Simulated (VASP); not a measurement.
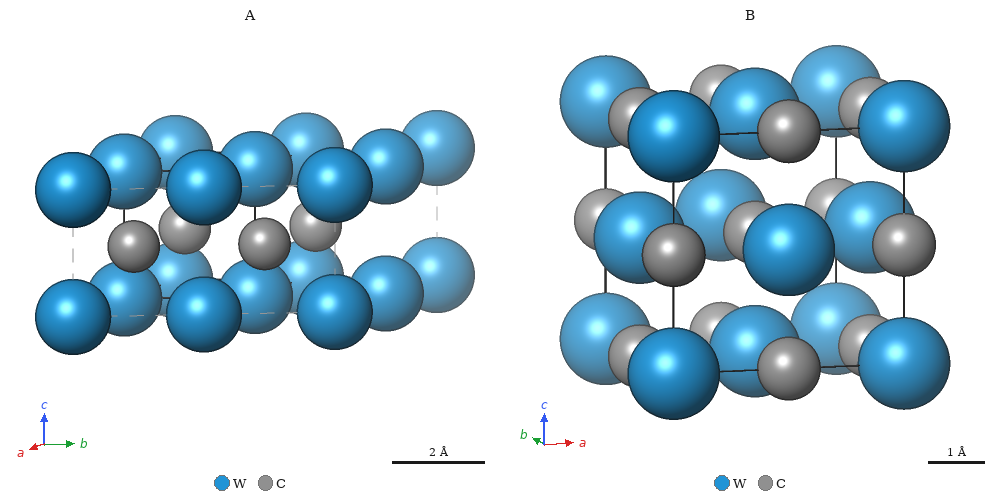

Two structures of WC, each relaxed (cell and atoms) at zero pressure; conventional cells in solid outline, small ones repeated, each panel with its own scale. Alike in all runs: VASP 6.6.1; functional LDA; VASP's PAW LDA potentials, release 64 (W_sv, C); cutoff 600 eV; occupations fermi-dirac, width 0.05 eV; no spin polarisation; no spin-orbit coupling. The k meshes have like spacings.

### Give the type and space group of each panel.

A: tungsten carbide (WC) type, P-6m2; B: rock salt (NaCl type), Fm-3m.

### Rank them by energy, lowest first.

A, then B (+456 meV/atom), static energies at zero smearing.

### Collect the results in a table.

| panel | space group | E − E(lowest) (meV/atom) | volume (Å³/atom) |
| --- | --- | --- | --- |
| A | P-6m2 | 0 | 10.2 |
| B | Fm-3m | 456 | 10.2 |

The starts are database entries or structure types tried for this composition, and the most stable form need not be among them.

Caveat: spin-orbit coupling is left out, which matters for W, if less for volumes and forces than for levels.
